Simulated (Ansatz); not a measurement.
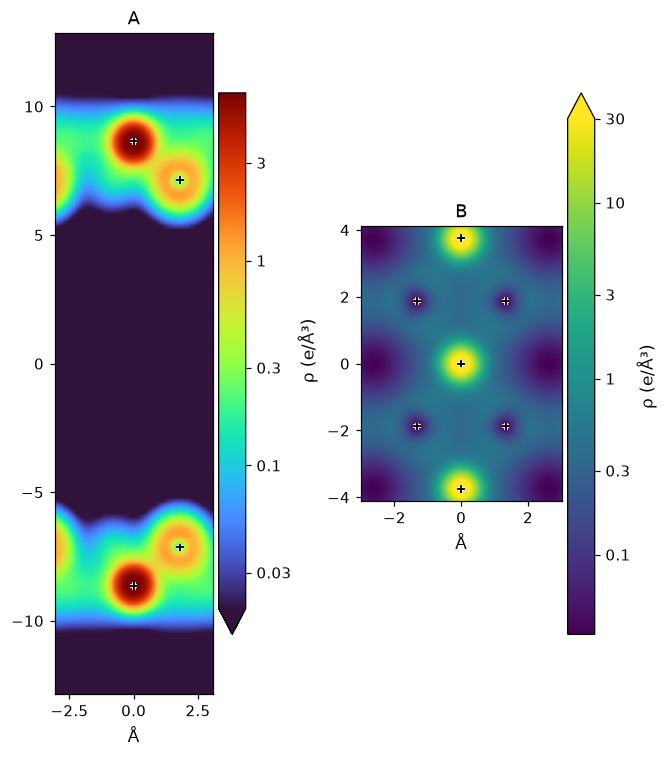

The valence charge density (pseudo) of 2 systems, each on a plane through atoms (crosses mark nuclei in the plane).

These are results of Ansatz, DFT PBEsol, scalar-relativistic, plane waves, PAW, not measurements.

System 1: CoSi$_{2}$, the (101) plane of the conventional cell. Space group Fm-3m; computed without spin polarisation.

System 2: MoS (slab), the (110) plane of the calculation cell, a cut from vacuum to vacuum. Computed without spin polarisation.

```
CELL_PARAMETERS angstrom
3.14150 0.00000 0.00000
-1.57075 2.72062 0.00000
0.00000 0.00000 32.33730
ATOMIC_POSITIONS crystal
Mo 0.00000 0.00000 0.23276
S 0.33333 0.66667 0.27898
S 0.33333 0.66667 0.72102
Mo 0.00000 0.00000 0.76724
```

Match each panel to its system.

Answer. Panel A is system 2, MoS: the plane holds Mo and S. Mo–S (2.35 Å): ρ is about 0.67 e/Å³ halfway. Panel B is system 1, CoSi$_{2}$: the plane holds Co and Si. Co–Si (2.30 Å): ρ at the midpoint is about 0.51 e/Å³.
